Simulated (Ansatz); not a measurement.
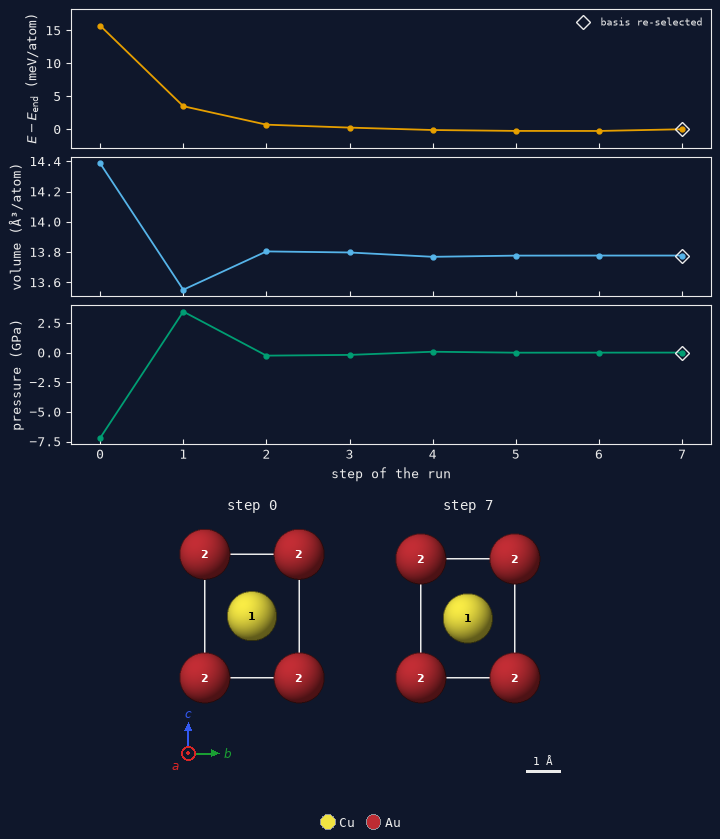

First and last geometry of a relaxation of solid CuAu (set up in P4/mmm), with the history of the run. Style: spheres-only. Shown: the cell of the calculation, along the a axis.

Computed with DFT LDA, scalar-relativistic, plane waves, PAW in Ansatz. Set-up: plane-wave cutoff 420 eV; k-point mesh 16 × 16 × 12; occupations gaussian; smearing width 0.1 eV; no spin polarisation; cell and atoms relaxed; force threshold 0.005 eV/Å; at most 80 steps.

**What do the curves and the structures tell?**

It converged. After 6 accepted moves (7 points after the start) the energy has fallen by 15.7 meV per atom. All forces vanish by symmetry, so only the cell relaxes. The pressure goes from −7.20 to 0.01 GPa. The SCF was repeated once at an unchanged geometry on a basis and grid sized afresh for the cell, which shifted the energy by 0.3 meV per atom at most. The atoms keep their places relative to the cell (all moves are under 0.005 Å). The drawn cell changes as follows: a = b 2.800 → 2.793 Å (−0.3 %), c 3.670 → 3.532 Å (−3.8 %); the volume changes by −4.2 %. Among the contacts that change: Cu1–Au2 2.699 → 2.649 Å, Au2–Au2 2.800 → 2.793 Å, Cu1–Cu1 2.800 → 2.793 Å. The space group stays P4/mmm (No. 123). The run took of the order of 70 core-seconds on a shared host.

```
step  E − E(0), meV/atom  pressure, GPa  volume, Å³/atom                      note
   0                0.00          -7.20           14.386                          
   1              -12.24           3.47           13.551                          
   2              -15.04          -0.25           13.805                          
   3              -15.48          -0.19           13.797                          
   4              -15.85           0.08           13.769                          
   5              -15.99           0.00           13.777                          
   6              -15.99           0.00           13.777                          
   7              -15.73           0.01           13.777  same geometry, new basis
```
